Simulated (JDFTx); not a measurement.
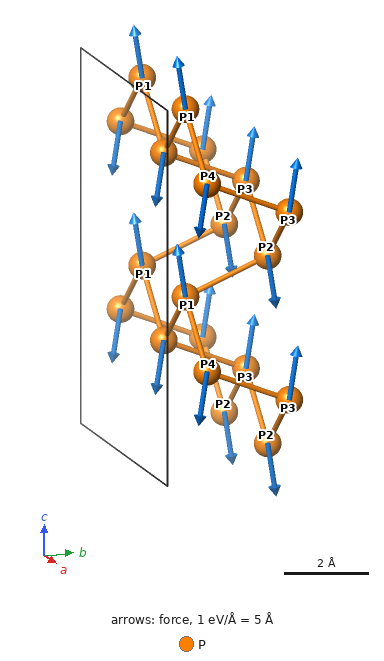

Starting geometry of a crystal of P (set up in Pmna) with the computed forces as blue arrows. Style: ball-and-stick. Shown: the 2 × 2 repeat of the cell, outlined in the plane, without the vacuum, slightly off an axis.

The run lets cell and atoms move.

Method: Kohn-Sham DFT of a periodic cell, PBEsol, PseudoDojo-SR-PBEsol-0.4.1-standard in JDFTx 1.7.0 (patched build).

Input file:
```
lattice \
    6.2053460586     0.0000000000     0.0000000000 \
    0.0000000000    65.8702420887     0.0000000000 \
    0.0000000000     0.0000000000     8.7533714880
coords-type Cartesian
ion P      3.1026730293    63.9113552834     7.9467420029 1
ion P      3.1026730293     1.9588868053     0.8066294850 1
ion P      0.0000000000     1.9588868053     3.5700562589 1
ion P      0.0000000000    63.9113552834     5.1833152290 1

ion-species pseudo/P.upf
elec-cutoff 22 176
elec-ex-corr gga-PBEsol
kpoint-folding 6 1 5
elec-smearing Fermi 0.0018374661
elec-n-bands 16
electronic-SCF nIterations 100 energyDiffThreshold 1e-09
electronic-minimize nIterations 30 energyDiffThreshold 1e-7
forces-output-coords Cartesian
lattice-minimize nIterations 40 energyDiffThreshold 1e-6

dump-name run.$VAR
dump End Ecomponents EigStats BandEigs Kpoints Forces Stress
```

Launched with:
```bash
jdftx -c 2 -i P.in -o P.out
```

### What follows when this structure is relaxed?

It isn't relaxed: the largest force vector, on P atoms, is 0.27 eV/Å. The atoms end up moving mostly along the starting forces (cosine between the two patterns 0.97). After 24 geometry steps the energy has fallen by 29.9 meV per cell of the calculation. Largest force component: 0.27 eV/Å at the start, 0.0026 eV/Å at the end. The largest moves relative to the cell and the layer's centre, 0.051 Å, are those of P1, P2, P3 and P4. P3 goes at 66° to the normal (+b side). In the plane the drawn cell goes a 6.567 → 6.586 Å (+0.3 %), c 9.264 → 8.805 Å (−5.0 %). Near-neighbour distances that change, for instance: P1–P4 2.199 → 2.217 Å, P1–P2 2.242 → 2.233 Å. Among the angles between lasting bonds that change: P2–P1–P4 104.7° → 102.4°. The space group stays Pmna (No. 53).

Limits of the set-up: layers or molecules are held without a dispersion correction, so their spacing is unreliable.
